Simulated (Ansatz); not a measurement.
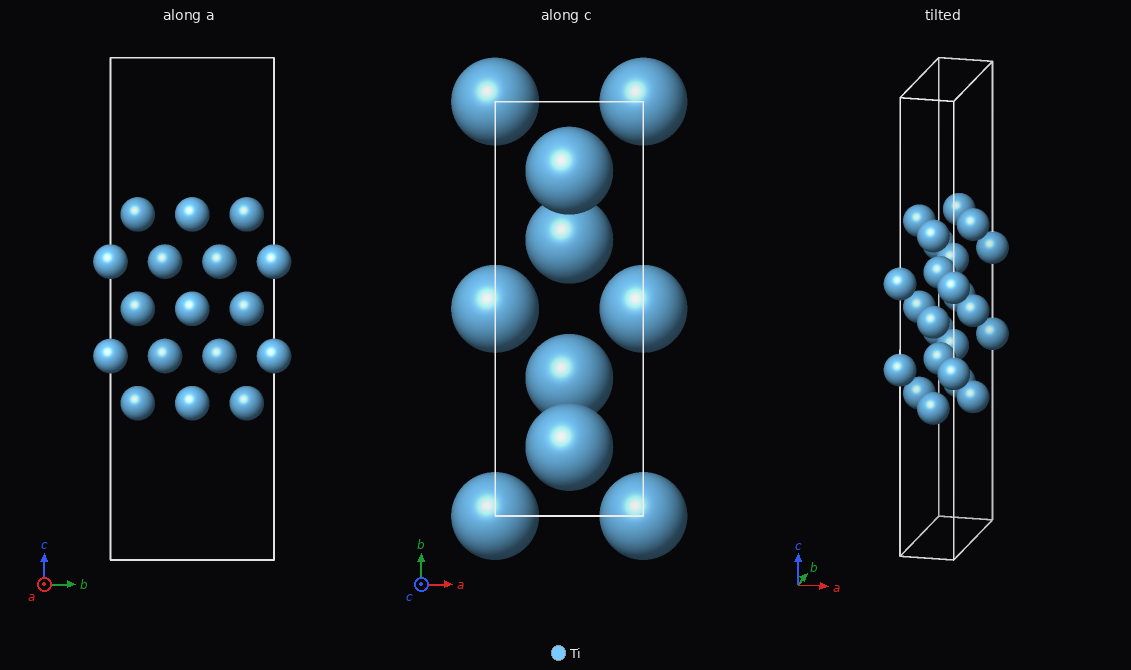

The crystal in a spheres-only representation, seen along the a axis, along the c axis and slightly off an axis. The parallelepiped is the simulation cell. Cell: a = 2.799 Å, b = 7.821 Å, c = 24.031 Å, α = 90.00°, β = 90.00°, γ = 90.00°.

- The element is titanium.
- The cell holds 15 atoms.

Origin of the cell: a structure listed in the Materials Project, from which a slab was cut. Earlier steps of the study, as a rule a relaxation of our own, may have changed the cell and positions, so they can lie some per cent off the listed ones. It went into a calculation with Ansatz.
